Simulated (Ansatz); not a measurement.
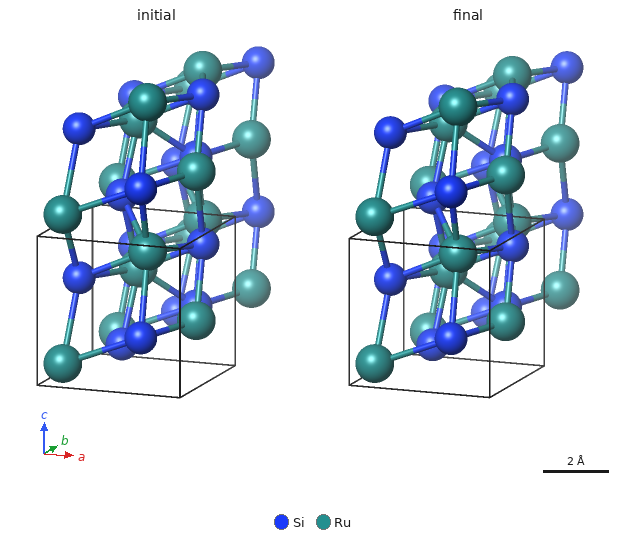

The structure of crystalline SiRu (built on the database structure type) before (left) and after (right) a relaxation, at one scale.

A ball-and-stick model of the cell of the calculation, repeated 1 × 2 × 2 with one cell outlined, seen slightly off an axis.

Method: Ansatz, DFT, LDA, plane waves, PAW. (plane-wave cutoff 420 eV; k-point mesh 6 × 6 × 6; occupations fermi dirac; smearing width 0.02 eV; no spin polarisation; cell and atoms relaxed; force threshold 0.005 eV/Å)

> What changed between the two?

The largest moves relative to the cell, 0.013 Å, are those of Ru atoms. By element the largest moves are Ru 0.013 Å, Si 0.004 Å. The volume changes by −4.5 %, with a = b = c 4.736 → 4.664 Å (−1.5 %). Among the contacts that change: Ru–Si 2.716 → 2.663 Å, Ru–Ru 2.901 → 2.857 Å, Ru–Si 2.426 → 2.396 Å, Ru–Si 2.392 → 2.365 Å. The space group stays P2_13 (No. 198). The energy falls by 0.163 eV per cell of the calculation in 3 accepted moves (4 points after the start). Largest force component: 0.11 eV/Å at the start, 0.0044 eV/Å at the end. Pressure: −10.82 GPa at the start and −0.04 GPa at the end. At 1 point the geometry stayed and the basis and grid were re-selected for the new cell (energy shift of 1.1 meV per cell of the calculation at most each time).
